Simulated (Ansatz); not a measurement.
# Residual resistivity of an alloy: W(100) with 4 layers of random W-Mo, 2x2, part 2 of 2

Aim: the residual resistivity of a random alloy, from W(100) with 4 layers of random W-Mo, 2x2 and longer regions.

Ansatz 0.2.0; Ansatz plane-wave DFT, PBE, PAW files; ballistic transport by layer matching (Landauer), zero bias; PAW set soft_1.

So far. Step 2 (With 4 alloy layers): Over the solved energies the transmission per spin lies between 5.08 and 5.44, out of 5.53 channels of the lead on average (up to 5.78).

## Step 3: With 8 alloy layers

System of this step: W(100) with 8 layers of random W-Mo, 2x2. The cell holds 72 atoms: 64 W and 8 Mo. Its edges and angles: a = 6.330 Å, b = 6.330 Å, c = 28.483 Å, α = 90.0°, β = 90.0°, γ = 90.0°. It derives from W. Regions: lead, 40 atoms (40 W); scattering region, 32 atoms (24 W and 8 Mo). The structure is stacked along c, and the current runs across the ab planes.

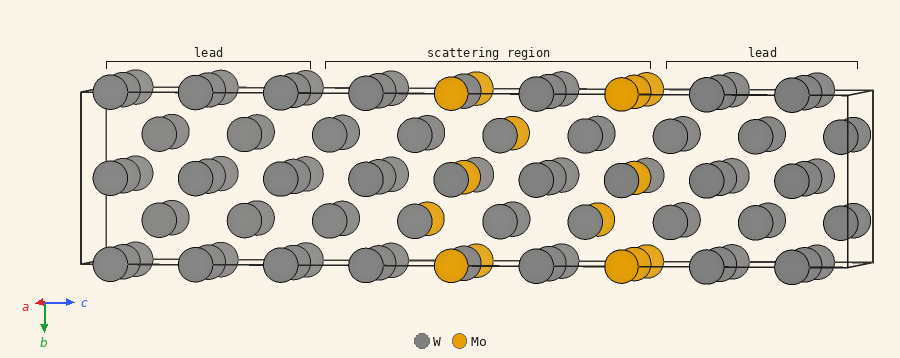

The cell of this step (tungsten grey, molybdenum orange). Some periodic images of atoms are drawn too.

Input file input.yaml:

```yaml
crystal:
  lattice:
    - [6.3296, 0.0, 0.0]
    - [0.0, 6.3296, 0.0]
    - [0.0, 0.0, 28.4832]
  atoms:
    - { symbol: W, position: [0.0, 0.0, 0.0277777778] }
    - { symbol: W, position: [0.0, 0.5, 0.0277777778] }
    - { symbol: W, position: [0.5, 0.0, 0.0277777778] }
    - { symbol: W, position: [0.5, 0.5, 0.0277777778] }
    - { symbol: W, position: [0.25, 0.25, 0.0833333333] }
    - { symbol: W, position: [0.25, 0.75, 0.0833333333] }
    - { symbol: W, position: [0.75, 0.25, 0.0833333333] }
    - { symbol: W, position: [0.75, 0.75, 0.0833333333] }
    - { symbol: W, position: [0.0, 0.0, 0.1388888889] }
    - { symbol: W, position: [0.0, 0.5, 0.1388888889] }
    - { symbol: W, position: [0.5, 0.0, 0.1388888889] }
    - { symbol: W, position: [0.5, 0.5, 0.1388888889] }
    - { symbol: W, position: [0.25, 0.25, 0.1944444444] }
    - { symbol: W, position: [0.25, 0.75, 0.1944444444] }
    - { symbol: W, position: [0.75, 0.25, 0.1944444444] }
    - { symbol: W, position: [0.75, 0.75, 0.1944444444] }
    - { symbol: W, position: [0.0, 0.0, 0.25] }
    - { symbol: W, position: [0.0, 0.5, 0.25] }
    - { symbol: W, position: [0.5, 0.0, 0.25] }
    - { symbol: W, position: [0.5, 0.5, 0.25] }
    - { symbol: W, position: [0.25, 0.25, 0.3055555556] }
    - { symbol: W, position: [0.25, 0.75, 0.3055555556] }
    - { symbol: W, position: [0.75, 0.25, 0.3055555556] }
    - { symbol: W, position: [0.75, 0.75, 0.3055555556] }
    - { symbol: W, position: [0.0, 0.0, 0.3611111111] }
    - { symbol: W, position: [0.0, 0.5, 0.3611111111] }
    - { symbol: W, position: [0.5, 0.0, 0.3611111111] }
    - { symbol: W, position: [0.5, 0.5, 0.3611111111] }
    - { symbol: W, position: [0.25, 0.25, 0.4166666667] }
    - { symbol: Mo, position: [0.25, 0.75, 0.4166666667] }
    - { symbol: W, position: [0.75, 0.25, 0.4166666667] }
    - { symbol: W, position: [0.75, 0.75, 0.4166666667] }
    - { symbol: Mo, position: [0.0, 0.0, 0.4722222222] }
    - { symbol: W, position: [0.0, 0.5, 0.4722222222] }
    - { symbol: W, position: [0.5, 0.0, 0.4722222222] }
    - { symbol: Mo, position: [0.5, 0.5, 0.4722222222] }
    - { symbol: Mo, position: [0.25, 0.25, 0.5277777778] }
    - { symbol: W, position: [0.25, 0.75, 0.5277777778] }
    - { symbol: W, position: [0.75, 0.25, 0.5277777778] }
    - { symbol: W, position: [0.75, 0.75, 0.5277777778] }
    - { symbol: W, position: [0.0, 0.0, 0.5833333333] }
    - { symbol: W, position: [0.0, 0.5, 0.5833333333] }
    - { symbol: W, position: [0.5, 0.0, 0.5833333333] }
    - { symbol: W, position: [0.5, 0.5, 0.5833333333] }
    - { symbol: W, position: [0.25, 0.25, 0.6388888889] }
    - { symbol: Mo, position: [0.25, 0.75, 0.6388888889] }
    - { symbol: W, position: [0.75, 0.25, 0.6388888889] }
    - { symbol: W, position: [0.75, 0.75, 0.6388888889] }
    - { symbol: Mo, position: [0.0, 0.0, 0.6944444444] }
    - { symbol: W, position: [0.0, 0.5, 0.6944444444] }
    - { symbol: Mo, position: [0.5, 0.0, 0.6944444444] }
    - { symbol: Mo, position: [0.5, 0.5, 0.6944444444] }
    - { symbol: W, position: [0.25, 0.25, 0.75] }
    - { symbol: W, position: [0.25, 0.75, 0.75] }
    - { symbol: W, position: [0.75, 0.25, 0.75] }
    - { symbol: W, position: [0.75, 0.75, 0.75] }
    - { symbol: W, position: [0.0, 0.0, 0.8055555556] }
    - { symbol: W, position: [0.0, 0.5, 0.8055555556] }
    - { symbol: W, position: [0.5, 0.0, 0.8055555556] }
    - { symbol: W, position: [0.5, 0.5, 0.8055555556] }
    - { symbol: W, position: [0.25, 0.25, 0.8611111111] }
    - { symbol: W, position: [0.25, 0.75, 0.8611111111] }
    - { symbol: W, position: [0.75, 0.25, 0.8611111111] }
    - { symbol: W, position: [0.75, 0.75, 0.8611111111] }
    - { symbol: W, position: [0.0, 0.0, 0.9166666667] }
    - { symbol: W, position: [0.0, 0.5, 0.9166666667] }
    - { symbol: W, position: [0.5, 0.0, 0.9166666667] }
    - { symbol: W, position: [0.5, 0.5, 0.9166666667] }
    - { symbol: W, position: [0.25, 0.25, 0.9722222222] }
    - { symbol: W, position: [0.25, 0.75, 0.9722222222] }
    - { symbol: W, position: [0.75, 0.25, 0.9722222222] }
    - { symbol: W, position: [0.75, 0.75, 0.9722222222] }
kpoints:
  mp_grid: { grid: [4, 4, 1] }
hamiltonian:
  xc: pbe
  pseudopotentials: { kind: paw, azcp: { folder: soft_1 } }
scf:
  occupations: { method: fermi_dirac, width: 0.1 }
output:
  transmission: { leads: [[0, 4]], kmesh: [8, 8], e_range: [-0.05, 0.05], de: 0.05 }
  write_potential: true
  write_density: true
  volumetric_format: npy
```

Launch:

```bash
$ ansatz run input.yaml --threads 4 --pin off --max-ram 15360MiB --backend cpu --events-out ev --progress --plain --runs-dir out
```

Numbers of over 12 decimals in the logs are rounded to 6 here.

The program printed:

```text
[...]
Crystal: 72 atoms, lattice volume = 1141.146 Å³
Basis set: ecut = 420 eV, 22299 PW (Γ)
Bands: 605, of which v1, the nominal top of the filled ones, is band 504 counted from 1 (503 counted from 0)
Symmetry: 1 space group operations
[...]
k-points: 10 of 16 (time reversal used)
[...]
SCF iter   1: F=—  HF=-704365.166368 eV  |F-HF|=—  |Δ(HF+E_count)|=         —  Δρ=6.96e-2  dr2=5.51e1  ethr=3.10e-3  ⟨swp⟩=5.1  Hψ=21801  notcnv=0
[...]
SCF iter   9: F=-704347.660544 eV  HF=-704347.660544 eV  |F-HF|=3.73e-8  |Δ(HF+E_count)|=   8.34e-8  Δρ=7.69e-7  dr2=4.15e-8  ethr=9.92e-12  ⟨swp⟩=7.7  Hψ=14190  notcnv=0
SCF 1 converged in 9 iterations: F = -704347.660544 eV  dr2 = 4.15e-8
[...]
transmission: 147 of 1394 steps passed
transmission: 279 of 1394 steps passed
[...]
transmission: 1394 of 1394 steps passed
SCF converged after 9 iterations
Free energy (F): -704347.660544 eV
[...]
Internal energy: -704346.366968 eV  (E = F + TS)
E sigma→0 (E₀):  -704347.013756 eV
Entropy (-TS):   -1.293576 eV (-17.966 meV/atom)
Fermi energy:    22.238754 eV
[...]
--- Band table (eV; the first three rows and the last of 10) ---
  k-point 0: bands = [... 500 lower, 22.1511, 22.1596, 22.1633, 22.1651, 22.1687, 22.1737, 22.1859, 22.1895, ... 97 higher]
  k-point 1: bands = [... 500 lower, 22.1292, 22.1434, 22.1836, 22.1917, 22.2211, 22.2491, 22.2674, 22.2888, ... 97 higher]
  k-point 2: bands = [... 500 lower, 22.3115, 22.3282, 22.3336, 22.3487, 22.3593, 22.3658, 22.3727, 22.3813, ... 97 higher]
  k-point 9: bands = [... 500 lower, 21.5190, 21.5301, 21.5520, 21.5637, 22.3546, 22.3771, 22.4030, 22.4227, ... 97 higher]
--- Transmission ---
  basis      : 349 plane waves across, 41 finite elements along
  points     : 34, standing for a mesh of 8 x 8
[...]
channels       : 5.031250e0 a spin
[...]
slowest decay  : 0.0390 /Å at (0.5000, 0.5000)
  junction   : crystal 0 to crystal 0, 2.28 to 29.18 Å
    transmission   : 4.785441e0 a spin
[...]
```

It took 17 min on 4 threads of Intel Xeon Platinum 8488C (Sapphire Rapids), shared host; peak memory 8 GiB.

This step gave:

```yaml
free_energy: -704347.6605 eV
energy_at_zero_smearing: -704347.0138 eV
fermi_energy: 22.24 eV
transmission_per_spin_nearest_the_fermi_level: 4.785
open_channels_per_spin_nearest_the_fermi_level: 5.031
step_of_the_lead_s_potential: 1.1 meV
```

Per spin. Transmission, zone mean against energy, zero at the Fermi level:

| energy (eV) | transmission, zone mean |
| --- | --- |
| -0.0500 | 4.51 |
| 0.0000 | 4.79 |
| 0.0500 | 5.18 |

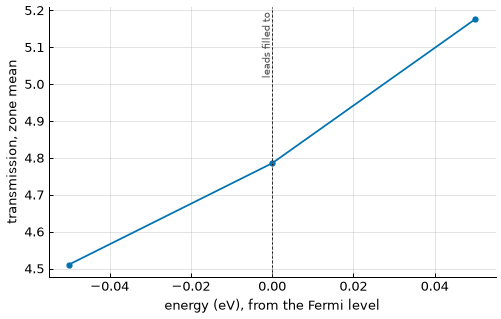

Transmission, zone mean against energy.

Over the solved energies the transmission per spin lies between 4.51 and 5.18, out of 5.11 channels of the lead on average (up to 5.66).

## Step 4: With 12 alloy layers

System of this step: W(100) with 12 layers of random W-Mo, 2x2. The cell holds 88 atoms: 76 W and 12 Mo. Its edges and angles: a = 6.330 Å, b = 6.330 Å, c = 34.813 Å, α = 90.0°, β = 90.0°, γ = 90.0°. It derives from W. Regions: lead, 40 atoms (40 W); scattering region, 48 atoms (36 W and 12 Mo). The structure is stacked along c, and the current runs across the ab planes.

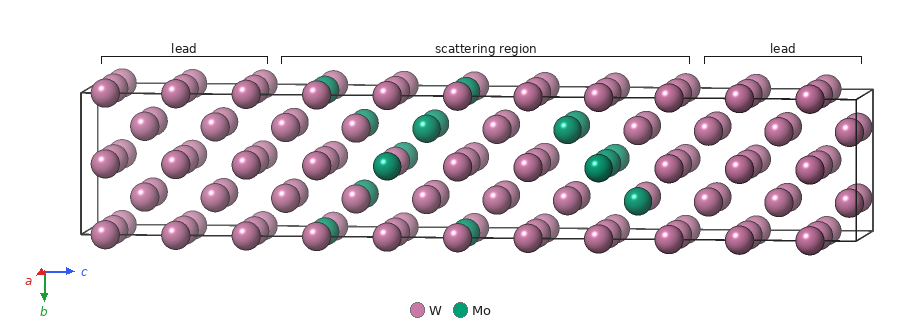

The cell of this step (tungsten pink, molybdenum teal). Some periodic images of atoms are drawn too.

Input file input.yaml:

```yaml
crystal:
  lattice:
    - [6.3296, 0.0, 0.0]
    - [0.0, 6.3296, 0.0]
    - [0.0, 0.0, 34.8128]
  atoms:
    - { symbol: W, position: [0.0, 0.0, 0.0227272727] }
    - { symbol: W, position: [0.0, 0.5, 0.0227272727] }
    - { symbol: W, position: [0.5, 0.0, 0.0227272727] }
    - { symbol: W, position: [0.5, 0.5, 0.0227272727] }
    - { symbol: W, position: [0.25, 0.25, 0.0681818182] }
    - { symbol: W, position: [0.25, 0.75, 0.0681818182] }
    - { symbol: W, position: [0.75, 0.25, 0.0681818182] }
    - { symbol: W, position: [0.75, 0.75, 0.0681818182] }
    - { symbol: W, position: [0.0, 0.0, 0.1136363636] }
    - { symbol: W, position: [0.0, 0.5, 0.1136363636] }
    - { symbol: W, position: [0.5, 0.0, 0.1136363636] }
    - { symbol: W, position: [0.5, 0.5, 0.1136363636] }
    - { symbol: W, position: [0.25, 0.25, 0.1590909091] }
    - { symbol: W, position: [0.25, 0.75, 0.1590909091] }
    - { symbol: W, position: [0.75, 0.25, 0.1590909091] }
    - { symbol: W, position: [0.75, 0.75, 0.1590909091] }
    - { symbol: W, position: [0.0, 0.0, 0.2045454545] }
    - { symbol: W, position: [0.0, 0.5, 0.2045454545] }
    - { symbol: W, position: [0.5, 0.0, 0.2045454545] }
    - { symbol: W, position: [0.5, 0.5, 0.2045454545] }
    - { symbol: W, position: [0.25, 0.25, 0.25] }
    - { symbol: W, position: [0.25, 0.75, 0.25] }
    - { symbol: W, position: [0.75, 0.25, 0.25] }
    - { symbol: W, position: [0.75, 0.75, 0.25] }
    - { symbol: W, position: [0.0, 0.0, 0.2954545455] }
    - { symbol: W, position: [0.0, 0.5, 0.2954545455] }
    - { symbol: Mo, position: [0.5, 0.0, 0.2954545455] }
    - { symbol: W, position: [0.5, 0.5, 0.2954545455] }
    - { symbol: Mo, position: [0.25, 0.25, 0.3409090909] }
    - { symbol: Mo, position: [0.25, 0.75, 0.3409090909] }
    - { symbol: W, position: [0.75, 0.25, 0.3409090909] }
    - { symbol: W, position: [0.75, 0.75, 0.3409090909] }
    - { symbol: W, position: [0.0, 0.0, 0.3863636364] }
    - { symbol: Mo, position: [0.0, 0.5, 0.3863636364] }
    - { symbol: W, position: [0.5, 0.0, 0.3863636364] }
    - { symbol: W, position: [0.5, 0.5, 0.3863636364] }
    - { symbol: Mo, position: [0.25, 0.25, 0.4318181818] }
    - { symbol: W, position: [0.25, 0.75, 0.4318181818] }
    - { symbol: Mo, position: [0.75, 0.25, 0.4318181818] }
    - { symbol: W, position: [0.75, 0.75, 0.4318181818] }
    - { symbol: W, position: [0.0, 0.0, 0.4772727273] }
    - { symbol: W, position: [0.0, 0.5, 0.4772727273] }
    - { symbol: Mo, position: [0.5, 0.0, 0.4772727273] }
    - { symbol: W, position: [0.5, 0.5, 0.4772727273] }
    - { symbol: W, position: [0.25, 0.25, 0.5227272727] }
    - { symbol: W, position: [0.25, 0.75, 0.5227272727] }
    - { symbol: W, position: [0.75, 0.25, 0.5227272727] }
    - { symbol: W, position: [0.75, 0.75, 0.5227272727] }
    - { symbol: W, position: [0.0, 0.0, 0.5681818182] }
    - { symbol: W, position: [0.0, 0.5, 0.5681818182] }
    - { symbol: W, position: [0.5, 0.0, 0.5681818182] }
    - { symbol: W, position: [0.5, 0.5, 0.5681818182] }
    - { symbol: Mo, position: [0.25, 0.25, 0.6136363636] }
    - { symbol: W, position: [0.25, 0.75, 0.6136363636] }
    - { symbol: Mo, position: [0.75, 0.25, 0.6136363636] }
    - { symbol: W, position: [0.75, 0.75, 0.6136363636] }
    - { symbol: W, position: [0.0, 0.0, 0.6590909091] }
    - { symbol: Mo, position: [0.0, 0.5, 0.6590909091] }
    - { symbol: W, position: [0.5, 0.0, 0.6590909091] }
    - { symbol: Mo, position: [0.5, 0.5, 0.6590909091] }
    - { symbol: W, position: [0.25, 0.25, 0.7045454545] }
    - { symbol: W, position: [0.25, 0.75, 0.7045454545] }
    - { symbol: W, position: [0.75, 0.25, 0.7045454545] }
    - { symbol: Mo, position: [0.75, 0.75, 0.7045454545] }
    - { symbol: W, position: [0.0, 0.0, 0.75] }
    - { symbol: W, position: [0.0, 0.5, 0.75] }
    - { symbol: W, position: [0.5, 0.0, 0.75] }
    - { symbol: W, position: [0.5, 0.5, 0.75] }
    - { symbol: W, position: [0.25, 0.25, 0.7954545455] }
    - { symbol: W, position: [0.25, 0.75, 0.7954545455] }
    - { symbol: W, position: [0.75, 0.25, 0.7954545455] }
    - { symbol: W, position: [0.75, 0.75, 0.7954545455] }
    - { symbol: W, position: [0.0, 0.0, 0.8409090909] }
    - { symbol: W, position: [0.0, 0.5, 0.8409090909] }
    - { symbol: W, position: [0.5, 0.0, 0.8409090909] }
    - { symbol: W, position: [0.5, 0.5, 0.8409090909] }
    - { symbol: W, position: [0.25, 0.25, 0.8863636364] }
    - { symbol: W, position: [0.25, 0.75, 0.8863636364] }
    - { symbol: W, position: [0.75, 0.25, 0.8863636364] }
    - { symbol: W, position: [0.75, 0.75, 0.8863636364] }
    - { symbol: W, position: [0.0, 0.0, 0.9318181818] }
    - { symbol: W, position: [0.0, 0.5, 0.9318181818] }
    - { symbol: W, position: [0.5, 0.0, 0.9318181818] }
    - { symbol: W, position: [0.5, 0.5, 0.9318181818] }
    - { symbol: W, position: [0.25, 0.25, 0.9772727273] }
    - { symbol: W, position: [0.25, 0.75, 0.9772727273] }
    - { symbol: W, position: [0.75, 0.25, 0.9772727273] }
    - { symbol: W, position: [0.75, 0.75, 0.9772727273] }
kpoints:
  mp_grid: { grid: [4, 4, 1] }
hamiltonian:
  xc: pbe
  pseudopotentials: { kind: paw, azcp: { folder: soft_1 } }
scf:
  occupations: { method: fermi_dirac, width: 0.1 }
output:
  transmission: { leads: [[0, 4]], kmesh: [8, 8], e_range: [-0.05, 0.05], de: 0.05 }
  write_potential: true
  write_density: true
  volumetric_format: npy
```

The program printed:

```text
[...]
Crystal: 88 atoms, lattice volume = 1394.734 Å³
Basis set: ecut = 420 eV, 27305 PW (Γ)
Bands: 740, of which v1, the nominal top of the filled ones, is band 616 counted from 1 (615 counted from 0)
Symmetry: 1 space group operations
[...]
k-points: 10 of 16 (time reversal used)
[...]
SCF iter   1: F=—  HF=-848825.341113 eV  |F-HF|=—  |Δ(HF+E_count)|=         —  Δρ=7.05e-2  dr2=7.68e1  ethr=3.10e-3  ⟨swp⟩=5.5  Hψ=26969  notcnv=0
[...]
SCF iter   9: F=-848803.001892 eV  HF=-848803.001892 eV  |F-HF|=9.32e-8  |Δ(HF+E_count)|=   6.09e-8  Δρ=7.57e-7  dr2=9.78e-8  ethr=8.12e-12  ⟨swp⟩=7.8  Hψ=16558  notcnv=0
SCF 1 converged in 9 iterations: F = -848803.001892 eV  dr2 = 9.78e-8
[...]
transmission: 190 of 1870 steps passed
transmission: 374 of 1870 steps passed
[...]
transmission: 1870 of 1870 steps passed
SCF converged after 9 iterations
Free energy (F): -848803.001892 eV
[...]
Internal energy: -848801.454602 eV  (E = F + TS)
E sigma→0 (E₀):  -848802.228247 eV
Entropy (-TS):   -1.547290 eV (-17.583 meV/atom)
Fermi energy:    22.197374 eV
[...]
--- Band table (eV; the first three rows and the last of 10) ---
  k-point 0: bands = [... 612 lower, 21.9804, 21.9872, 21.9938, 22.0035, 22.0096, 22.0176, 22.1873, 22.2154, ... 120 higher]
  k-point 1: bands = [... 612 lower, 22.1407, 22.1500, 22.1742, 22.1796, 22.2068, 22.2142, 22.2578, 22.2670, ... 120 higher]
  k-point 2: bands = [... 612 lower, 22.2369, 22.2430, 22.2528, 22.2746, 22.2820, 22.2952, 22.3046, 22.3151, ... 120 higher]
  k-point 9: bands = [... 612 lower, 21.4782, 21.4875, 21.5050, 21.5140, 22.3231, 22.3415, 22.3610, 22.3791, ... 120 higher]
--- Transmission ---
  basis      : 349 plane waves across, 55 finite elements along
  points     : 34, standing for a mesh of 8 x 8
[...]
channels       : 5.281250e0 a spin
[...]
slowest decay  : 0.0385 /Å at (0.5000, 0.5000)
  junction   : crystal 0 to crystal 0, 0.70 to 33.93 Å
    transmission   : 4.808673e0 a spin
[...]
```

Run time: 22 min. Hardware: 4 threads; peak memory 8.4 GiB.

This step gave:

```
free energy                                    : -848803.0019 eV
energy at zero smearing                        : -848802.2282 eV
Fermi energy                                   : 22.20 eV
transmission per spin nearest the Fermi level  : 4.809
open channels per spin nearest the Fermi level : 5.281
step of the lead's potential                   : 0.7 meV
```

Per spin. Table of transmission, zone mean by energy, zero at the Fermi level:

| energy (eV) | transmission, zone mean |
| --- | --- |
| -0.0500 | 4.42 |
| 0.0000 | 4.81 |
| 0.0500 | 5.11 |

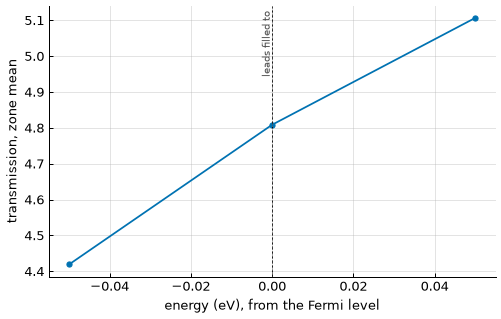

Transmission, zone mean against energy.

Over the solved energies the transmission per spin lies between 4.42 and 5.11, out of 5.20 channels of the lead on average (up to 5.66).

## Step 5: Resistance against length

This step: Ansatz plane-wave DFT, PBE, PAW files; ballistic transport by layer matching (Landauer), zero bias; residual resistivity from the slope of the area resistance, atoms on the host's lattice; PAW set soft_1 (Ansatz 0.2.0).

This step gave:

| Property | Result |
| --- | --- |
| resistivity | 3.011 µΩ cm |
| intercept | 0.02774 fΩ m² |
| scatter about the fit | 0.003527 fΩ m² |

Resistance, by row:

| run | length (Å) | T | channels N | RA (fΩ m²) |
| --- | --- | --- | --- | --- |
| n4 | 6.33 | 5.254 | 5.531 | 0.04929 |
| n8 | 12.66 | 4.824 | 5.115 | 0.06087 |
| n12 | 18.99 | 4.778 | 5.198 | 0.08741 |

Table of area resistance by length of the alloy:

| length of the alloy (Å) | area resistance (fΩ m²) |
| --- | --- |
| 6.33 | 0.0493 |
| 12.66 | 0.0609 |
| 18.99 | 0.0874 |

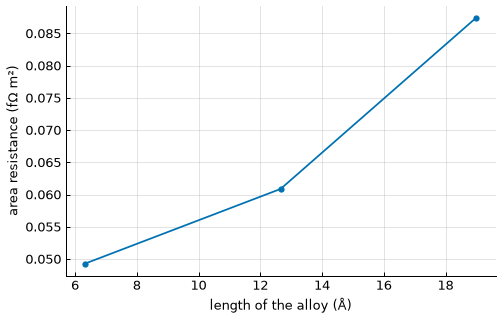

Area resistance against length of the alloy.

The area resistance goes from 0.049 to 0.087 fΩ m² between 6.3 and 19.0 Å, a slope of 3.0 µΩ cm.

By hand from the end points: (0.08741 − 0.04929) fΩ m² / (18.99 − 6.33) Å = 3.0 µΩ cm, since 1 fΩ m² per Å is 1000 µΩ cm.

## Step 6: Summary of results

| Item | Value |
| --- | --- |
| resistivity from the slope | 3.01 µΩ cm |
| area resistance over 6.33 Å | 0.0493 fΩ m² |
| area resistance over 12.7 Å | 0.0609 fΩ m² |
| area resistance over 19.0 Å | 0.0874 fΩ m² |

In words: The slope gives 3.0 µΩ cm. The points scatter by 0.0035 fΩ m² about the line, with one random draw a length in a 2x2 cell, so the slope is a rough value. The lead's own channel count moves between the runs (5.53, 5.11 and 5.20), which shifts RA and the slope too. Read with a model of isotropic scattering on a spherical Fermi surface and the lead's 1.1×10¹⁵ S/m², this slope means a mean free path near 286 Å; over these lengths the model's slope is 1.23 times its bulk resistivity, which would be 2.5 µΩ cm. The atoms sit on the host's lattice, so scattering by size misfit is left out. Spin-orbit coupling is left out, which matters for W.

[Logs are printed without paths, hosts, clocks, repeated set-up lines and the standing remarks that a program may print on its own settings, such as how far it seeks lower states.]

[Hosts, paths, dates, database ids (printed as entryN), source tags and the programs' standing remarks are cut or masked in the printed files.]
